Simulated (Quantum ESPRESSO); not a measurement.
# Band-structure run of W (part 2 of 2)

W (Im-3m, 1 atom in the cell); Kohn-Sham DFT of a periodic cell, PBE, spin-orbit coupling, PseudoDojo 0.4 FR PBE standard, no spin polarisation (Quantum ESPRESSO 7.5); cutoff 1006.82 eV, 12×12×12 k-mesh, fermi-dirac of 0.05 eV. The structure derives from an entry of the Crystallography Open Database.

Geometry of the input (Å; fractional positions):
```
-1.5823  1.5823  1.5823
1.5823  -1.5823  1.5823
1.5823  1.5823  -1.5823
W  0.0000  0.0000  0.0000
```

Log, continued:
```
          k = 0.4330 0.2165 0.2165 (  1157 PWs)   bands (ev):

   -51.2636 -51.2636 -22.7442 -22.7442 -13.3446 -13.3446 -12.6940 -12.6940
    17.7001  17.7001  19.2701  19.2701  20.3217  20.3217  24.3933  24.3933
    25.7249  25.7249  29.5990  29.5990  33.4142  33.4142  37.1124  37.1124
    38.8173  38.8173

          k = 0.5052 0.2887 0.2165 (  1157 PWs)   bands (ev):

   -51.2510 -51.2510 -22.7761 -22.7761 -13.4057 -13.4057 -12.7601 -12.7601
    17.8903  17.8903  19.3295  19.3295  20.5484  20.5484  24.7500  24.7500
    25.8298  25.8298  31.3787  31.3787  31.8100  31.8100  35.6745  35.6745
    39.0398  39.0398

          k = 0.5774 0.2887 0.2887 (  1160 PWs)   bands (ev):

   -51.2464 -51.2464 -22.7869 -22.7869 -13.4096 -13.4096 -12.8070 -12.8070
    18.1851  18.1851  19.6804  19.6804  20.0011  20.0011  25.1591  25.1591
    25.6431  25.6431  30.7177  30.7177  33.7184  33.7184  33.9377  33.9377
    39.9481  39.9481

          k = 0.1443 0.1443 0.1443 (  1142 PWs)   bands (ev):

   -51.3521 -51.3521 -22.5107 -22.5107 -12.7512 -12.7512 -12.3930 -12.3930
    14.7405  14.7405  20.3497  20.3497  20.3762  20.3762  23.6250  23.6250
    24.4546  24.4546  24.8014  24.8014  38.2490  38.2490  39.1725  39.1725
    39.5503  39.5503

          k = 0.2165 0.2165 0.1443 (  1134 PWs)   bands (ev):

   -51.3219 -51.3219 -22.5927 -22.5927 -12.9903 -12.9903 -12.4680 -12.4680
    15.9130  15.9130  19.7762  19.7762  19.9823  19.9823  24.4520  24.4520
    24.9797  24.9797  25.5151  25.5151  37.8869  37.8869  38.8781  38.8781
    39.9437  39.9437

          k = 0.2887 0.2887 0.1443 (  1143 PWs)   bands (ev):

   -51.2917 -51.2917 -22.6744 -22.6744 -13.2127 -13.2127 -12.5508 -12.5508
    16.8089  16.8089  19.3166  19.3166  20.2385  20.2385  24.6846  24.6846
    25.4232  25.4232  27.4070  27.4070  35.9076  35.9076  36.6933  36.6933
    40.2051  40.2051

          k = 0.3608 0.3608 0.1443 (  1149 PWs)   bands (ev):

   -51.2694 -51.2694 -22.7341 -22.7341 -13.3691 -13.3691 -12.6124 -12.6124
    16.9760  16.9760  19.0297  19.0297  21.4222  21.4222  24.9193  24.9193
    25.6982  25.6982  29.2102  29.2102  33.5885  33.5885  35.2066  35.2066
    39.0412  39.0412

          k = 0.4330 0.4330 0.1443 (  1150 PWs)   bands (ev):

   -51.2613 -51.2613 -22.7560 -22.7560 -13.4253 -13.4253 -12.6349 -12.6349
    16.9410  16.9410  18.9322  18.9322  22.2058  22.2058  24.9589  24.9589
    25.7906  25.7906  30.0053  30.0053  32.5580  32.5580  34.7069  34.7069
    38.5033  38.5033

          k =-0.0000-0.0000 0.1443 (  1141 PWs)   bands (ev):

   -51.3821 -51.3821 -22.4286 -22.4286 -12.4394 -12.4394 -12.3810 -12.3810
    13.5932  13.5932  21.0835  21.0835  21.2632  21.2632  21.7809  21.7809
    23.9309  23.9309  25.2296  25.2296  38.0826  38.0826  38.1434  38.1434
    38.1712  38.1712

          k = 0.2887 0.2165 0.2165 (  1139 PWs)   bands (ev):

   -51.2957 -51.2957 -22.6638 -22.6638 -13.1682 -13.1682 -12.5648 -12.5648
    17.0741  17.0741  19.4067  19.4067  19.5846  19.5846  24.6818  24.6818
    25.4046  25.4046  27.4687  27.4687  36.4258  36.4258  38.0623  38.0623
    38.8217  38.8217

          k = 0.3608 0.2887 0.2165 (  1149 PWs)   bands (ev):

   -51.2728 -51.2728 -22.7244 -22.7244 -13.3029 -13.3029 -12.6671 -12.6671
    17.7020  17.7020  19.1521  19.1521  20.0912  20.0912  24.9410  24.9410
    25.6957  25.6957  29.5382  29.5382  33.7465  33.7465  36.4889  36.4889
    38.0460  38.0460

          k = 0.4330 0.3608 0.2165 (  1157 PWs)   bands (ev):

   -51.2596 -51.2596 -22.7589 -22.7589 -13.3751 -13.3751 -12.7313 -12.7313
    17.6952  17.6952  19.0246  19.0246  21.1386  21.1386  25.1313  25.1313
    25.8407  25.8407  30.9875  30.9875  31.7858  31.7858  35.5172  35.5172
    37.6733  37.6733

          k = 0.0000-0.0722 0.2165 (  1143 PWs)   bands (ev):

   -51.3577 -51.3577 -22.4934 -22.4934 -12.6449 -12.6449 -12.4376 -12.4376
    14.4864  14.4864  20.8228  20.8228  21.0729  21.0729  22.5087  22.5087
    23.2687  23.2687  25.4957  25.4957  38.5524  38.5524  39.5692  39.5692
    39.6998  39.6998

          k = 0.4330 0.2887 0.2887 (  1156 PWs)   bands (ev):

   -51.2590 -51.2590 -22.7596 -22.7596 -13.3415 -13.3415 -12.7842 -12.7842
    18.1656  18.1656  19.3433  19.3433  20.2336  20.2336  25.2062  25.2062
    25.8114  25.8114  31.3287  31.3287  31.7067  31.7067  35.7830  35.7830
    37.4933  37.4933

          k = 0.5052 0.3608 0.2887 (  1158 PWs)   bands (ev):

   -51.2539 -51.2539 -22.7722 -22.7722 -13.3483 -13.3483 -12.8352 -12.8352
    18.2129  18.2129  19.4622  19.4622  20.4769  20.4769  25.3560  25.3560
    25.8507  25.8507  30.4048  30.4048  32.8113  32.8113  34.8212  34.8212
    37.7104  37.7104

          k = 0.0000-0.1443 0.2887 (  1141 PWs)   bands (ev):

   -51.3242 -51.3242 -22.5827 -22.5827 -12.9288 -12.9288 -12.4962 -12.4962
    15.6402  15.6402  20.2841  20.2841  20.6203  20.6203  23.2720  23.2720
    24.0261  24.0261  25.7051  25.7051  37.2908  37.2908  39.4059  39.4059
    41.8709  41.8710

          k = 0.0722-0.0722 0.2887 (  1143 PWs)   bands (ev):

   -51.3292 -51.3292 -22.5679 -22.5679 -12.8517 -12.8517 -12.5234 -12.5234
    15.5119  15.5119  20.5912  20.5912  20.7547  20.7547  22.7313  22.7313
    23.5652  23.5652  25.8308  25.8308  37.9986  37.9986  39.6362  39.6362
    41.2990  41.2990

          k =-0.0000-0.2165 0.3608 (  1144 PWs)   bands (ev):

   -51.2906 -51.2906 -22.6727 -22.6727 -13.1996 -13.1996 -12.5517 -12.5517
    16.4505  16.4505  19.7724  19.7724  20.6683  20.6683  23.8607  23.8607
    25.6521  25.6521  26.1140  26.1140  35.5717  35.5717  37.7487  37.7487
    42.6250  42.6250

          k = 0.0722-0.1443 0.3608 (  1140 PWs)   bands (ev):

   -51.2963 -51.2963 -22.6544 -22.6544 -13.1019 -13.1019 -12.5974 -12.5974
    16.5750  16.5750  19.9618  19.9618  20.5135  20.5135  23.0778  23.0778
    25.1348  25.1348  26.0948  26.0948  36.2504  36.2504  39.4715  39.4715
    42.2088  42.2089

          k = 0.0000-0.2887 0.4330 (  1153 PWs)   bands (ev):

   -51.2659 -51.2659 -22.7391 -22.7391 -13.3898 -13.3898 -12.5910 -12.5910
    16.6049  16.6049  19.4281  19.4281  21.4696  21.4696  24.1981  24.1981
    26.2825  26.2825  27.8249  27.8249  34.2888  34.2888  35.8076  35.8076
    40.0911  40.0911

          k = 0.0722-0.2165 0.4330 (  1147 PWs)   bands (ev):

   -51.2676 -51.2676 -22.7297 -22.7297 -13.3149 -13.3149 -12.6542 -12.6542
    17.0679  17.0679  19.7128  19.7128  20.5676  20.5676  23.6825  23.6825
    25.9607  25.9607  27.5101  27.5101  34.8345  34.8345  37.6237  37.6237
    40.5350  40.5350

          k = 0.1443-0.1443 0.4330 (  1153 PWs)   bands (ev):

   -51.2682 -51.2682 -22.7258 -22.7258 -13.2731 -13.2731 -12.6941 -12.6941
    17.4594  17.4594  19.3502  19.3502  20.6121  20.6121  23.3807  23.3807
    25.6241  25.6241  27.5812  27.5812  35.0940  35.0940  38.8403  38.8403
    40.5334  40.5334

          k =-0.8660-0.3608-0.3608 (  1148 PWs)   bands (ev):

   -51.2568 -51.2568 -22.7635 -22.7635 -13.4578 -13.4578 -12.6051 -12.6051
    16.5725  16.5725  19.3073  19.3073  22.0294  22.0294  24.0677  24.0677
    26.8059  26.8059  28.7087  28.7087  33.5526  33.5526  35.1559  35.1559
    38.8432  38.8432

          k =-0.7939-0.2887-0.3608 (  1151 PWs)   bands (ev):

   -51.2510 -51.2510 -22.7733 -22.7733 -13.4353 -13.4353 -12.6853 -12.6853
    17.0583  17.0583  19.6185  19.6185  21.0234  21.0234  23.7215  23.7215
    26.8073  26.8073  29.1484  29.1484  33.3752  33.3752  36.4224  36.4224
    38.8182  38.8182

          k =-0.7217-0.2165-0.3608 (  1149 PWs)   bands (ev):

   -51.2476 -51.2476 -22.7779 -22.7779 -13.3980 -13.3980 -12.7615 -12.7615
    17.8217  17.8217  19.3064  19.3064  20.4688  20.4688  23.9124  23.9124
    25.9001  25.9001  29.7914  29.7914  33.3435  33.3435  37.1991  37.1991
    39.6898  39.6898

          k =-0.7217-0.2887-0.2887 (  1157 PWs)   bands (ev):

   -51.2401 -51.2401 -22.7970 -22.7970 -13.4436 -13.4436 -12.7854 -12.7854
    17.8075  17.8075  19.5766  19.5766  20.2513  20.2513  24.0196  24.0196
    26.4205  26.4205  31.1246  31.1246  32.1539  32.1539  36.1346  36.1346
    39.6247  39.6247

          k =-0.6495-0.2165-0.2887 (  1154 PWs)   bands (ev):

   -51.2361 -51.2361 -22.8053 -22.8053 -13.4399 -13.4399 -12.8300 -12.8300
    18.5071  18.5071  19.1472  19.1472  19.8656  19.8656  24.7396  24.7396
    25.7431  25.7431  31.4703  31.4703  32.5087  32.5087  35.3044  35.3044
    41.2240  41.2240

          k = 0.2887 0.2887 0.2887 (  1151 PWs)   bands (ev):

   -51.2762 -51.2762 -22.7163 -22.7163 -13.2651 -13.2651 -12.6846 -12.6846
    18.3026  18.3026  19.1012  19.1012  19.2896  19.2896  25.1998  25.1998
    25.5811  25.5811  29.6832  29.6832  34.0957  34.0957  36.7774  36.7774
    37.3397  37.3397

          k = 0.3608 0.3608 0.2887 (  1151 PWs)   bands (ev):

   -51.2619 -51.2619 -22.7533 -22.7533 -13.3061 -13.3061 -12.8062 -12.8062
    18.5528  18.5528  19.0786  19.0786  20.0462  20.0462  25.4370  25.4370
    25.8270  25.8270  31.3119  31.3119  31.7774  31.7774  35.9243  35.9243
    36.6379  36.6379

          k = 0.4330 0.4330 0.2887 (  1154 PWs)   bands (ev):

   -51.2567 -51.2567 -22.7666 -22.7666 -13.3129 -13.3129 -12.8598 -12.8598
    18.4709  18.4709  19.0470  19.0470  20.7193  20.7193  25.5222  25.5222
    25.9048  25.9048  30.3435  30.3435  32.4693  32.4693  35.5975  35.5975
    36.3362  36.3362

          k = 0.0000 0.0000 0.2887 (  1164 PWs)   bands (ev):

   -51.3344 -51.3344 -22.5525 -22.5525 -12.7453 -12.7453 -12.5767 -12.5767
    15.3268  15.3268  21.1515  21.1515  21.3794  21.3794  21.9053  21.9053
    22.6727  22.6727  25.9526  25.9526  38.7658  38.7658  40.2466  40.2466
    40.9328  40.9328

          k = 0.4330 0.3608 0.3608 (  1154 PWs)   bands (ev):

   -51.2556 -51.2556 -22.7690 -22.7690 -13.2595 -13.2595 -12.9395 -12.9395
    18.7871  18.7871  19.5012  19.5012  20.0894  20.0894  25.6753  25.6753
    25.9258  25.9258  29.8339  29.8339  33.3157  33.3157  35.0078  35.0078
    36.2232  36.2232

          k = 0.0000-0.0722 0.3608 (  1150 PWs)   bands (ev):

   -51.3026 -51.3026 -22.6339 -22.6339 -12.9701 -12.9701 -12.6656 -12.6656
    16.4160  16.4160  20.4319  20.4319  21.0776  21.0776  22.1816  22.1816
    23.7937  23.7937  26.1257  26.1257  37.0249  37.0249  40.8725  40.8725
    42.2813  42.2813

          k =-0.0000-0.1443 0.4330 (  1150 PWs)   bands (ev):

   -51.2706 -51.2706 -22.7159 -22.7159 -13.2135 -13.2135 -12.7217 -12.7217
    17.2234  17.2234  19.8165  19.8165  20.6940  20.6940  22.9510  22.9510
    25.5642  25.5642  26.3647  26.3647  35.8735  35.8735  39.5329  39.5329
    41.5129  41.5129

          k = 0.0722-0.0722 0.4330 (  1150 PWs)   bands (ev):

   -51.2716 -51.2716 -22.7105 -22.7105 -13.1519 -13.1519 -12.7730 -12.7730
    17.3593  17.3593  19.5721  19.5721  21.2759  21.2759  22.4912  22.4912
    24.9212  24.9212  26.3128  26.3128  36.3542  36.3542  40.5992  40.5992
    41.8618  41.8619

          k = 0.0000-0.2165 0.5052 (  1153 PWs)   bands (ev):

   -51.2470 -51.2470 -22.7764 -22.7764 -13.3886 -13.3886 -12.7575 -12.7575
    17.3374  17.3374  20.0421  20.0421  20.3998  20.3998  23.1255  23.1255
    27.1687  27.1687  27.7399  27.7399  34.4663  34.4663  37.9211  37.9211
    39.1684  39.1684

          k = 0.0722-0.1443 0.5052 (  1147 PWs)   bands (ev):

   -51.2447 -51.2447 -22.7772 -22.7772 -13.3288 -13.3288 -12.8373 -12.8373
    17.8695  17.8695  19.1314  19.1314  21.0081  21.0081  23.1337  23.1337
    25.8845  25.8845  27.7549  27.7549  35.2798  35.2798  38.7361  38.7361
    40.2024  40.2024

          k =-0.8660-0.2887-0.2887 (  1140 PWs)   bands (ev):

   -51.2384 -51.2384 -22.7987 -22.7987 -13.4516 -13.4516 -12.7700 -12.7700
    17.2659  17.2659  20.2666  20.2666  20.3632  20.3632  22.9349  22.9349
    28.2994  28.2994  28.6444  28.6444  33.2154  33.2154  37.4386  37.4386
    38.1001  38.1001

          k =-0.7939-0.2165-0.2887 (  1156 PWs)   bands (ev):

   -51.2292 -51.2292 -22.8159 -22.8159 -13.4333 -13.4333 -12.8682 -12.8682
    17.7716  17.7716  19.4675  19.4675  20.5824  20.5824  23.2224  23.2224
    27.1375  27.1375  29.7669  29.7669  33.2122  33.2122  37.0226  37.0226
    39.6839  39.6839

          k =-0.7217-0.1443-0.2887 (  1158 PWs)   bands (ev):

   -51.2258 -51.2258 -22.8219 -22.8219 -13.4172 -13.4172 -12.9147 -12.9147
    18.4575  18.4575  18.6271  18.6271  20.5312  20.5312  24.1265  24.1265
    25.9769  25.9769  30.1472  30.1472  33.4437  33.4437  36.7364  36.7364
    40.8908  40.8908

          k =-0.7217-0.2165-0.2165 (  1159 PWs)   bands (ev):

   -51.2188 -51.2188 -22.8382 -22.8382 -13.4506 -13.4506 -12.9414 -12.9414
    18.3526  18.3526  18.9718  18.9718  20.0375  20.0375  24.6079  24.6079
    26.3215  26.3215  31.7396  31.7396  32.3606  32.3606  35.1429  35.1429
    41.8704  41.8704

          k = 0.4330 0.4330 0.4330 (  1160 PWs)   bands (ev):

   -51.2544 -51.2544 -22.7720 -22.7720 -13.1140 -13.1140 -13.1140 -13.1140
    19.1464  19.1464  19.7667  19.7667  19.7667  19.7667  25.9001  25.9001
    25.9001  25.9001  29.2053  29.2053  34.4213  34.4213  35.0114  35.0114
    35.0114  35.0114

          k = 0.0000 0.0000 0.4330 (  1136 PWs)   bands (ev):

   -51.2729 -51.2729 -22.7044 -22.7044 -13.0638 -13.0638 -12.8478 -12.8478
    17.3305  17.3305  19.7268  19.7268  21.7432  21.7432  22.2692  22.2692
    23.9874  23.9874  26.1359  26.1359  36.9489  36.9489  41.2518  41.2518
    42.2183  42.2184

          k =-0.0000-0.0722 0.5052 (  1159 PWs)   bands (ev):

   -51.2431 -51.2431 -22.7757 -22.7757 -13.2345 -13.2345 -12.9404 -12.9404
    17.9451  17.9451  18.8930  18.8930  21.9754  21.9754  22.7864  22.7864
    25.3575  25.3575  26.4085  26.4085  36.8813  36.8813  39.3262  39.3262
    40.6893  40.6894

          k = 0.0000-0.1443 0.5774 (  1150 PWs)   bands (ev):

   -51.2212 -51.2212 -22.8284 -22.8284 -13.3832 -13.3832 -12.9769 -12.9769
    17.8725  17.8725  18.7560  18.7560  21.8361  21.8361  22.8929  22.8929
    27.1669  27.1669  28.0494  28.0494  34.7627  34.7627  37.5242  37.5242
    40.0933  40.0933

          k = 0.0722-0.0722 0.5774 (  1154 PWs)   bands (ev):

   -51.2183 -51.2183 -22.8327 -22.8327 -13.3457 -13.3457 -13.0369 -13.0369
    18.1526  18.1526  18.2474  18.2474  22.0586  22.0586  23.6834  23.6834
    26.0079  26.0079  27.8461  27.8461  35.6109  35.6109  37.6803  37.6803
    40.1690  40.1690

          k =-0.8660-0.2165-0.2165 (  1152 PWs)   bands (ev):

   -51.2131 -51.2131 -22.8478 -22.8478 -13.4388 -13.4388 -12.9876 -12.9876
    17.7058  17.7058  18.8598  18.8598  21.7537  21.7537  22.7848  22.7848
    28.2221  28.2221  29.7065  29.7065  32.7464  32.7464  36.3190  36.3190
    40.5624  40.5624

          k =-0.7939-0.1443-0.2165 (  1156 PWs)   bands (ev):

   -51.2039 -51.2039 -22.8658 -22.8658 -13.4257 -13.4257 -13.0734 -13.0734
    17.8248  17.8248  18.2714  18.2714  21.7894  21.7894  24.2403  24.2403
    27.0546  27.0546  30.2139  30.2139  33.0770  33.0770  35.5608  35.5608
    41.6117  41.6117

          k =-0.7217-0.1443-0.1443 (  1156 PWs)   bands (ev):

   -51.1975 -51.1975 -22.8795 -22.8795 -13.4426 -13.4426 -13.1067 -13.1067
    17.8894  17.8894  17.9974  17.9974  21.6004  21.6004  25.9152  25.9152
    26.1539  26.1539  31.6890  31.6890  32.8661  32.8661  33.5208  33.5208
    43.5414  43.5414

          k =-0.0000-0.0000 0.5774 (  1152 PWs)   bands (ev):

   -51.2155 -51.2155 -22.8364 -22.8364 -13.2800 -13.2800 -13.1222 -13.1222
    18.0346  18.0346  18.1002  18.1002  23.0834  23.0834  23.7631  23.7631
    25.6482  25.6482  26.6525  26.6525  36.9434  36.9434  38.5752  38.5752
    38.8706  38.8706

          k = 0.0000-0.0722 0.6495 (  1153 PWs)   bands (ev):

   -51.1952 -51.1952 -22.8814 -22.8814 -13.3745 -13.3745 -13.1867 -13.1867
    17.5730  17.5730  17.8124  17.8124  23.5529  23.5529  24.2868  24.2868
    26.9879  26.9879  28.2689  28.2689  34.4060  34.4060  35.9859  35.9859
    40.7012  40.7012

          k =-0.8660-0.1443-0.1443 (  1148 PWs)   bands (ev):

   -51.1878 -51.1878 -22.8980 -22.8980 -13.4211 -13.4211 -13.1969 -13.1969
    17.3891  17.3891  17.7014  17.7014  23.5971  23.5971  24.3400  24.3400
    27.9945  27.9945  30.2680  30.2680  32.2183  32.2183  34.5650  34.5650
    42.0004  42.0004

          k =-0.7939-0.0722-0.1443 (  1158 PWs)   bands (ev):

   -51.1819 -51.1819 -22.9098 -22.9098 -13.4144 -13.4144 -13.2465 -13.2465
    17.2888  17.2888  17.4253  17.4253  23.7840  23.7840  25.8282  25.8282
    27.1744  27.1744  30.2764  30.2764  32.5902  32.5902  33.8124  33.8124
    41.6415  41.6415

          k = 0.0000 0.0000 0.7217 (  1164 PWs)   bands (ev):

   -51.1762 -51.1762 -22.9209 -22.9209 -13.3765 -13.3765 -13.3244 -13.3244
    17.0702  17.0702  17.2208  17.2208  25.2578  25.2578  25.9982  25.9982
    27.1831  27.1831  28.8801  28.8801  32.8597  32.8597  34.2494  34.2494
    40.3413  40.3413

          k =-0.8660-0.0722-0.0722 (  1158 PWs)   bands (ev):

   -51.1692 -51.1692 -22.9355 -22.9355 -13.4051 -13.4051 -13.3453 -13.3453
    16.9123  16.9123  16.9699  16.9699  25.8148  25.8148  26.5411  26.5411
    27.8758  27.8758  29.9845  29.9845  31.7519  31.7519  32.6919  32.6919
    39.9547  39.9547

          k =-0.8660-0.8660-0.8660 (  1168 PWs)   bands (ev):

   -51.1624 -51.1624 -22.9493 -22.9493 -13.3986 -13.3986 -13.3986 -13.3986
    16.7197  16.7197  16.7197  16.7197  27.5202  27.5202  27.5202  27.5202
    28.2451  28.2451  28.9947  28.9947  31.5831  31.5831  31.5831  31.5831
    38.7095  38.7095

     the Fermi energy is    22.4763 ev

!    total energy              =    -152.00236076 Ry
     estimated scf accuracy    <          1.1E-10 Ry
     smearing contrib. (-TS)   =      -0.00025666 Ry
     internal energy E=F+TS    =    -152.00210410 Ry

     The total energy is F=E-TS. E is the sum of the following terms:
     one-electron contribution =     -15.52617653 Ry
     hartree contribution      =      16.05896861 Ry
     xc contribution           =     -33.26359830 Ry
     ewald contribution        =    -119.27129788 Ry

     convergence has been achieved in   8 iterations

     Forces acting on atoms (cartesian axes, Ry/au):

     atom    1 type  1   force =     0.00000000    0.00000000    0.00000000

     Total force =     0.000000     Total SCF correction =     0.000000

     Computing stress (Cartesian axis) and pressure

          total   stress  (Ry/bohr**3)                   (kbar)     P=       70.54
   0.00047950   0.00000000   0.00000000           70.54        0.00        0.00
   0.00000000   0.00047950   0.00000000            0.00       70.54        0.00
   0.00000000   0.00000000   0.00047950            0.00        0.00       70.54

=------------------------------------------------------------------------------=
   JOB DONE.
=------------------------------------------------------------------------------=
```

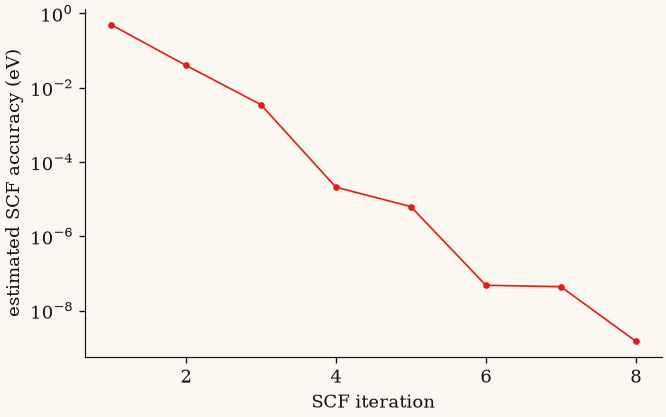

Fig. 1: Convergence of the self-consistent field: estimated SCF accuracy against the iteration. The field takes 8 iterations in all.

Results in brief:

- outcome: converged
- space group (tolerance 0.01 Å): Im-3m (229)
- electrons treated: 14
- free energy: −2068.0975 eV
- Fermi energy: 22.476 eV
- gap on the k-point mesh: none (metallic)
- pressure: 7.05 GPa
- largest force (length of the vector): under 0.001 eV/Å
- wall time: 2.2 min
- peak memory: 0.11 GiB

The cell is under a pressure of 7.1 GPa at this level, so it is not at its equilibrium volume.
